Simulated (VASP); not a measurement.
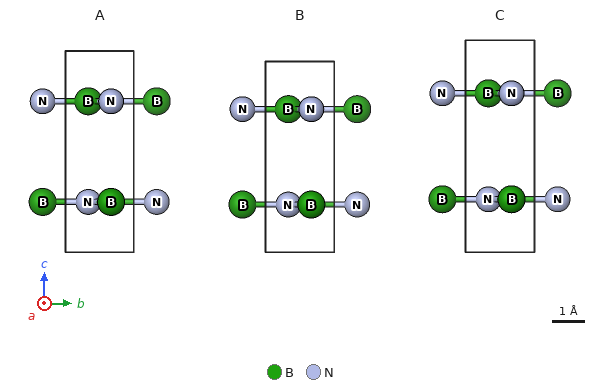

3 geometries from one relaxation of a crystal of BN (set up in P6_3/mmc), in shuffled order. Style: ball-and-stick. Shown: the cell of the calculation, along the a axis.

The run lets cell and atoms move.

Computed with Kohn-Sham DFT of a periodic cell, PBE with D3(BJ), VASP PAW PBE potentials, recommended (VASP 6.6.1). Set-up: plane-wave cutoff 350 eV; k-point mesh 15 × 15 × 6; occupations gaussian; smearing width 0.02 eV; no spin polarisation.

Question: Order the frames from highest to lowest energy.

Answer: C, A, B. They are steps 0, 3, 15, at +37.3 meV per atom, +10.4 meV per atom relative to the last. After 15 geometry steps the energy has fallen by 37.3 meV per atom. All forces vanish by symmetry, so only the cell relaxes. The pressure goes from −8.49 to −0.02 GPa. The atoms keep their places relative to the cell (all moves are under 0.005 Å). The drawn cell changes as follows: a = b 2.498 → 2.489 Å (−0.4 %), c 6.636 → 5.974 Å (−10.0 %); the volume changes by −10.6 %. Near-neighbour distances that change, for instance: B–N 1.442 → 1.437 Å. The space group stays P6_3/mmc (No. 194). The volume changes by over a tenth within one run on a fixed set of plane waves, so the end point should be relaxed again from the new cell.
